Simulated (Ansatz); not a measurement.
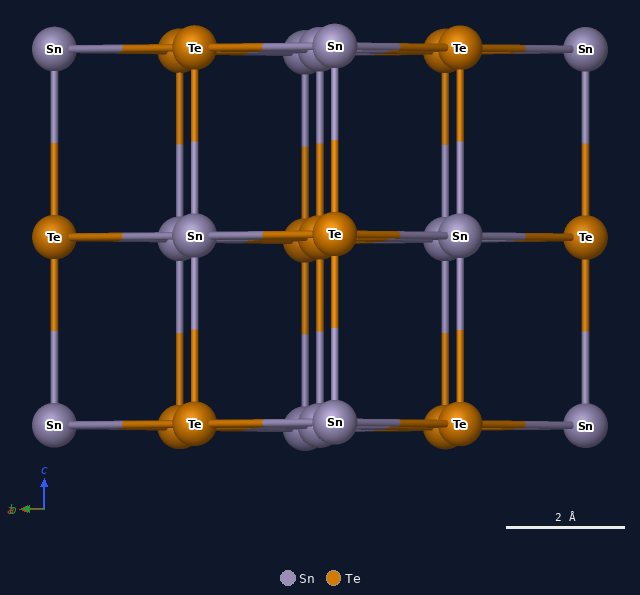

Lattice vibrations of solid SnTe, space group Fm-3m (No. 225), at the zone centre. A ball-and-stick model of the conventional cell (4 times the calculation's cell), seen from a free direction. Lengths and directions refer to the drawn axes.

Level of theory: DFT PBE, scalar-relativistic, plane waves, PAW in Ansatz 0.2.0.

The input:
```yaml
crystal:
  lattice:
    - [0.0, 3.2048296083, 3.2048296083]
    - [3.2048296083, 0.0, 3.2048296083]
    - [3.2048296083, 3.2048296083, 0.0]
  atoms:
    - { symbol: Sn, position: [0.0, 0.0, 0.0] }
    - { symbol: Te, position: [0.5, 0.5, 0.5] }
basis:
  ecutwfc: 420
kpoints:
  mp_grid: { grid: [12, 12, 12] }
hamiltonian:
  xc: pbe
scf:
  occupations: { method: gaussian, width: 0.01 }
output:
  eigenvalues: true
phonons:
  method: dfpt
  eigenvectors: true
```

Run as
```bash
ansatz run input.yaml --threads 1 --pin off --max-ram 2560MiB --backend cpu --events-out ev --progress --plain --runs-dir out
```

Frequencies are those without the non-analytic (LO–TO) term.

### List the optical modes.

The calculation's cell holds 2 atoms, so there are 3 optical modes, in 1 level. The optical modes span T₁u. One level is unstable (imaginary frequency).

```tsv
level	symmetry	frequency (cm⁻¹)	activity
1	T₁u	43i	infrared-active
```

The modes drawn as arrows (one member of each degenerate set):

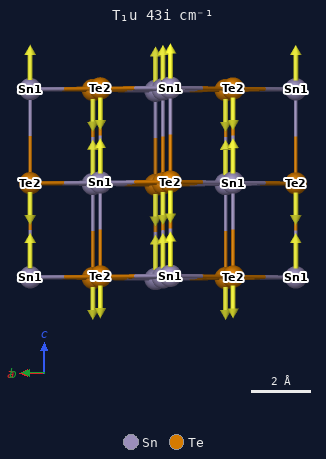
